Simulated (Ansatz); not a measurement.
## Run report: C24Cl, single-point calculation (part 1 of 3)

System: C24Cl (slab, 25 atoms in the cell).
Method: DFT PBE+D3(BJ), scalar-relativistic, plane waves, PAW, PAW set soft_1, spin-polarised (Ansatz 0.2.0).

The structure derives from an entry of the Crystallography Open Database. Figures and captions count atoms from 1; the log counts them from 0 in places.

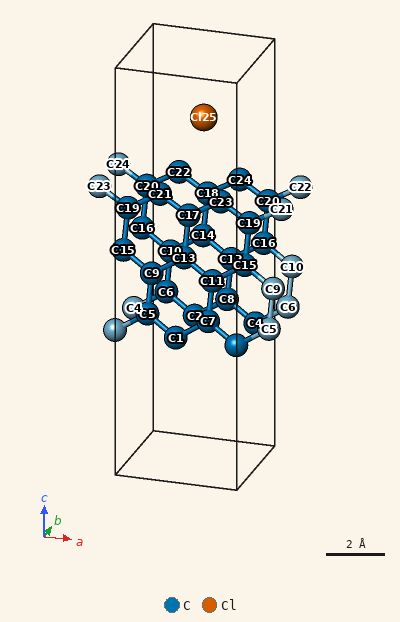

The input geometry (ball-and-stick view of the cell of the calculation, with the vacuum cut short, seen slightly off an axis; neighbours outside the cell are drawn fainter; atoms are numbered from 1 in the order of the input). An atom can appear more than once, as a periodic image.

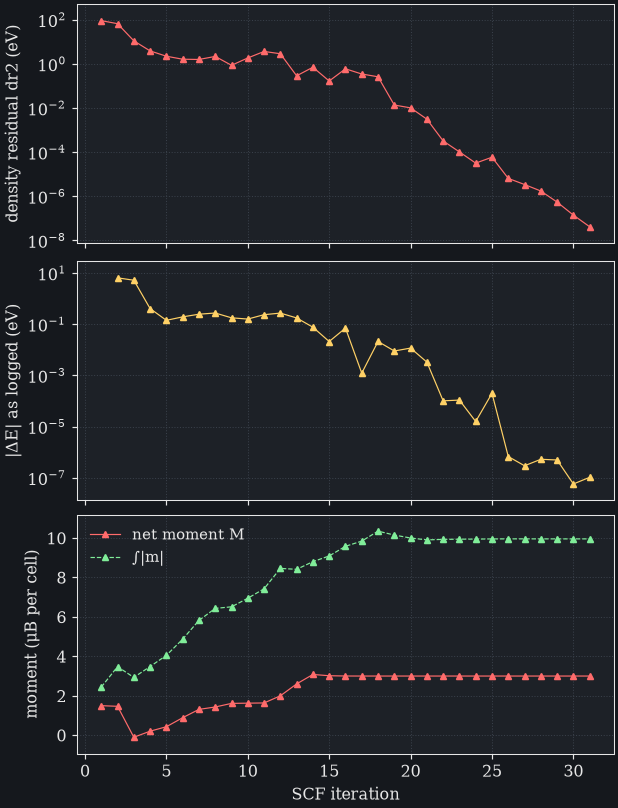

Convergence of the self-consistent field: density residual dr2, size of the energy change and magnetic moment against the SCF iteration. The residual falls unevenly and jumps up by a factor of two or more 3 times on the way down. The net moment goes from 1.5 to 3.0 μB per cell, with excursions between −0.1 and 3.1 on the way.

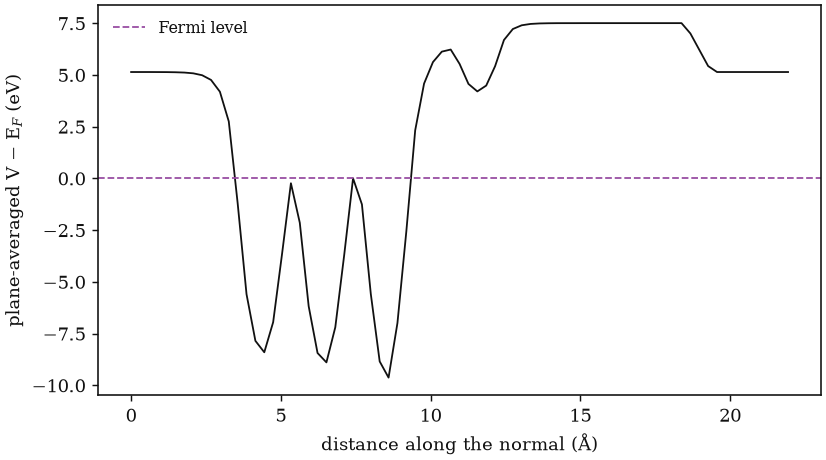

Plane average of the electrostatic potential energy of an electron across the cell, from the Fermi level. The vacuum level lies 7.51 eV above the Fermi level on the upper side and 5.14 eV on the lower.

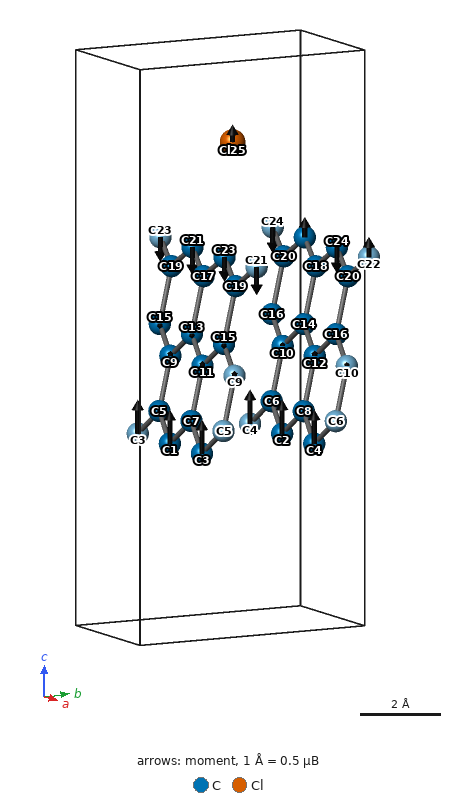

Magnetic moments of the sites as black arrows (ball-and-stick view of the cell of the calculation, with the vacuum cut short, seen slightly off an axis; neighbours outside the cell are drawn fainter; atoms are numbered from 1 in the order of the input); small moments hardly show. The run is collinear, so the axis drawn is arbitrary. Site moments: C2, C4 (0.44 μB); C1, C3 (0.43 μB); C21 (−0.36 μB); C24 (−0.33 μB); C23 (−0.32 μB); C22 (0.26 μB); Cl25 (0.22 μB), among others. They are counted near the atoms and needn't add up to the moment of the cell.

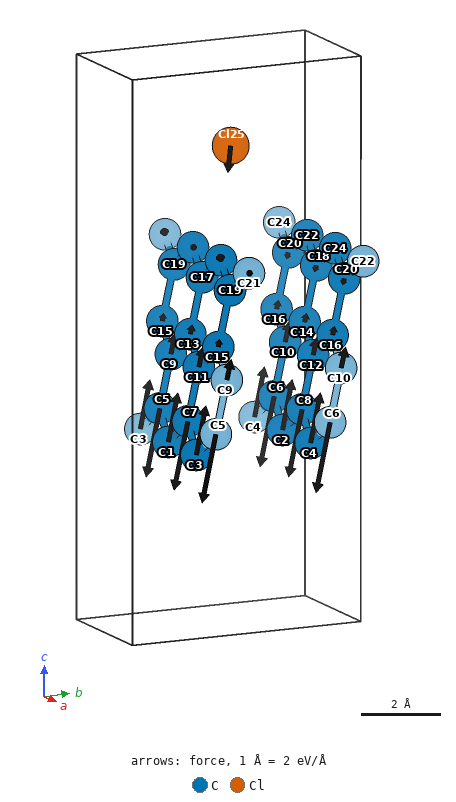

Forces on the atoms as black arrows (ball-and-stick view of the cell of the calculation, with the vacuum cut short, seen slightly off an axis; neighbours outside the cell are drawn fainter; atoms are numbered from 1 in the order of the input); the smallest are left out. The largest act on C6 (3.73 eV/Å); C7 (3.64 eV/Å); C5 (3.63 eV/Å); C8 (3.58 eV/Å), among others. The geometry is not a stationary point of this energy.

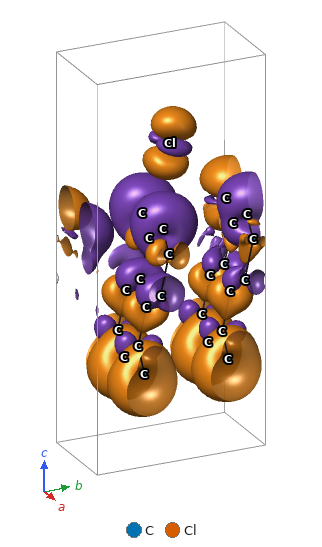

Isosurfaces of the spin density at +0.03 (orange) and −0.03 e/Å³ (purple), seen slightly off an axis. Sticks mark near contacts. The spin density sits on C: +0.4 μB (×4) and −0.3 μB (×3) in one cell of 25 atoms: ferrimagnetic. The cell of the calculation (25 atoms) carries 3.0 μB net. In a PAW calculation such maps are meaningful between the atoms, not at the nuclei.

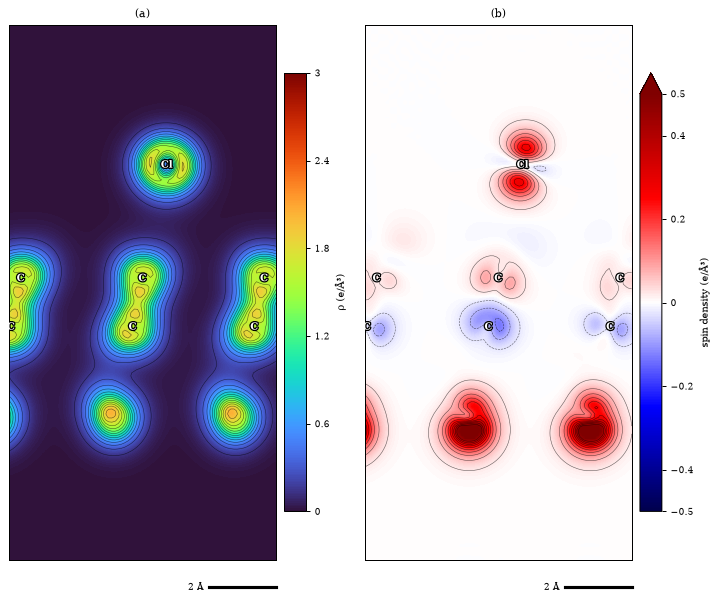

(a) valence electron density; (b) magnetisation density (up minus down) on the (11̄0) plane of the calculation cell, a cut from vacuum to vacuum. C–C (1.49 Å): ρ is about 1.7 e/Å³ halfway. The density dies away to nearly zero in the vacuum. The spin density sits on C: +0.4 μB (×4) and −0.3 μB (×3) in one cell of 25 atoms: ferrimagnetic. The cell of the calculation (25 atoms) carries 3.0 μB net.

These pictures come from the run below.

Input
```yaml
crystal:
  lattice:
    - [4.9299148964, 0.0, 0.0]
    - [-2.4649574482, 6.8655575602, 0.0]
    - [0.0, 0.0, 22.2276622644]
  atoms:
    - { symbol: C, position: [0.4018120009, 0.3036240018, 0.1799559464] }
    - { symbol: C, position: [0.4018120009, 0.8036240018, 0.1799559464] }
    - { symbol: C, position: [0.9018120009, 0.3036240018, 0.1799559464] }
    - { symbol: C, position: [0.9018120009, 0.8036240018, 0.1799559464] }
    - { symbol: C, position: [0.1626401228, 0.3252802456, 0.2112622584] }
    - { symbol: C, position: [0.1626401228, 0.8252802456, 0.2112622584] }
    - { symbol: C, position: [0.6626401228, 0.3252802456, 0.2112622584] }
    - { symbol: C, position: [0.6626401228, 0.8252802456, 0.2112622584] }
    - { symbol: C, position: [0.1840380628, 0.3680761257, 0.2739086929] }
    - { symbol: C, position: [0.1840380628, 0.8680761256, 0.2739086929] }
    - { symbol: C, position: [0.6840380628, 0.3680761257, 0.2739086929] }
    - { symbol: C, position: [0.6840380628, 0.8680761256, 0.2739086929] }
    - { symbol: C, position: [0.4447372324, 0.3894666362, 0.3044210713] }
    - { symbol: C, position: [0.4447372324, 0.8894666362, 0.3044210713] }
    - { symbol: C, position: [0.9447372324, 0.3894666362, 0.3044210713] }
    - { symbol: C, position: [0.9447372324, 0.8894666362, 0.3044210713] }
    - { symbol: C, position: [0.4674579614, 0.4348943234, 0.3699089568] }
    - { symbol: C, position: [0.4674579614, 0.9348943234, 0.3699089568] }
    - { symbol: C, position: [0.9674579614, 0.4348943234, 0.3699089568] }
    - { symbol: C, position: [0.9674579614, 0.9348943234, 0.3699089568] }
    - { symbol: C, position: [0.2271533028, 0.4542694799, 0.3971475794] }
    - { symbol: C, position: [0.2271533028, 0.9542694799, 0.3971475794] }
    - { symbol: C, position: [0.7271533028, 0.4542694799, 0.3971475794] }
    - { symbol: C, position: [0.7271533028, 0.9542694799, 0.3971475794] }
    - { symbol: Cl, position: [0.5604866361, 0.5376028133, 0.5231167419], spin: 1.0 }
basis:
  ecutwfc: 420
kpoints:
  mp_grid: { grid: [6, 4, 1] }
hamiltonian:
  xc: pbe
  pseudopotentials: { kind: paw, azcp: { folder: soft_1 } }
  dispersion: d3bj
scf:
  occupations: { method: gaussian, width: 0.05 }
output:
  forces: true
  eigenvalues: true
  populations: true
  write_density: true
  write_potential: true
  elf: true
  volumetric_format: npy
magnetization:
  spin_polarized: true
efield:
  axis: 3
  dipole_correction: true
  ramp_width: 0.04
```

Launch command:
```bash
ansatz run input.yaml --threads 4 --pin off --max-ram 12288MiB --backend cpu --events-out ev --progress --plain --runs-dir out
```

What the program printed
```
Engine: ansatz 0.2.0, aarch64-unknown-linux-gnu
Pseudopotentials: kind: paw
Pseudopotential: C, paw, valence charge 4, recommended cutoff 420 eV (normal), [file]
Pseudopotential: Cl, paw, valence charge 7, recommended cutoff 420 eV (normal), [file]
Functional definition: PBE
  parameter kappa = 0.804
  parameter beta = 0.06672455060314922
  exchange = pbe_x(kappa = kappa, mu = beta*pi^2/3)
  correlation = pbe_c(beta = beta)
Crystal: 25 atoms, lattice volume = 752.331 Å³
Basis set: ecut = 420 eV, 14697 PW (Γ), exchange–correlation on 72×100×300 points (8 copies of the dense FFT grid, shifted against one another)
Bands: 77, of which v1, the nominal top of the filled ones, is band 52 counted from 1 (51 counted from 0)
Symmetry: 1 space group operations
k-points: 14 of 24 (time reversal used)
Non-local potential: C, projectors of the file, l = 0: 2, l = 1: 2, l = 2: 1
Non-local potential: Cl, projectors of the file, l = 0: 2, l = 1: 2, l = 2: 1
PAW form: soft (Blöchl's): semilocal exchange-correlation on the pseudo side does not see the compensation charge
PAW one-centre angular grid: C, 110 points (default); XC on 64 Gauss nodes
PAW one-centre angular grid: Cl, 110 points (default); XC on 64 Gauss nodes
Starting moments: Σ|m| = 1 μB on 1 of 25 sites
Initial wavefunctions: pseudopotential atomic-orbital guess
Functional: x = pbe(κ = 0.804, μ = 0.2195149727645171), c = pbe(β = 0.06672455060314922)
```
